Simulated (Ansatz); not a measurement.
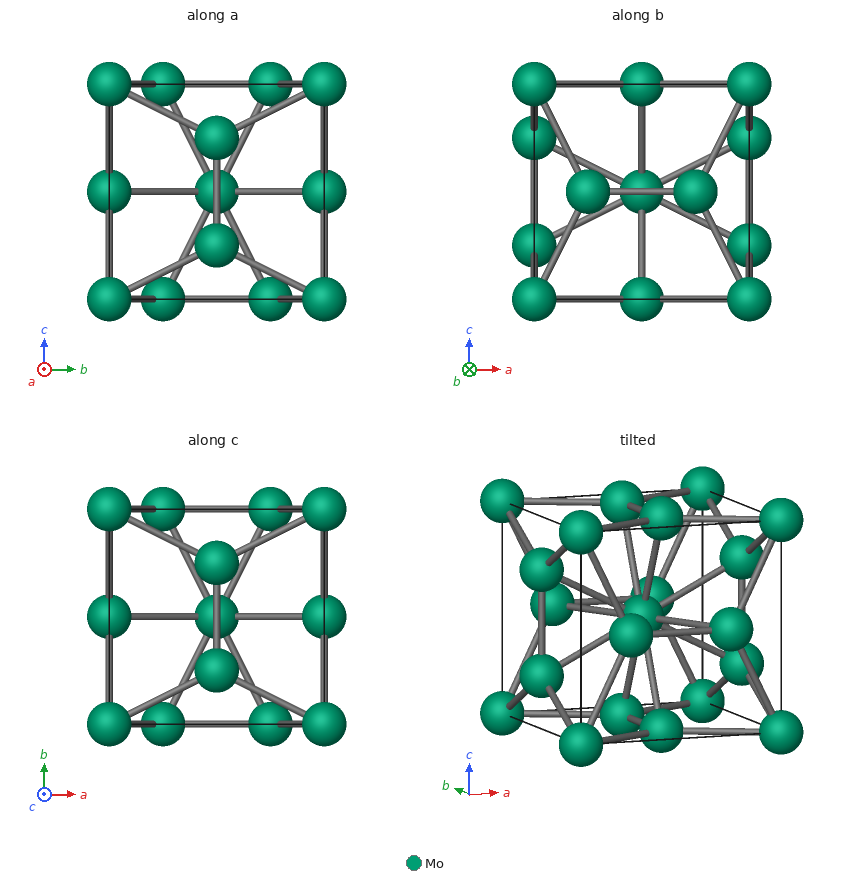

View along the a axis, along the b axis, along the c axis and slightly off an axis, drawn as a ball-and-stick model. The lines enclose the conventional unit cell; boundary atoms appear with their images.

Lattice parameters: a = 5.107 Å, b = 5.107 Å, c = 5.107 Å, α = 90.00°, β = 90.00°, γ = 90.00°. Put a along x and b in the xy plane.

Reconstruct the structure as a POSCAR file.

Answer.
```
Mo
1.0
     5.107    0.000    0.000
     0.000    5.107    0.000
     0.000    0.000    5.107
Mo
8
Direct
  0.0000 0.0000 0.0000
  0.5000 0.5000 0.5000
  0.2500 0.0000 0.5000
  0.7500 0.0000 0.5000
  0.5000 0.2500 0.0000
  0.5000 0.7500 0.0000
  0.0000 0.5000 0.2500
  0.0000 0.5000 0.7500
```

Origin of the cell: a structure type filled with this element by a generator (whether the element takes this form wasn't checked). Earlier steps of the study may have refined or changed the cell and positions. A calculation with Ansatz used it as input.
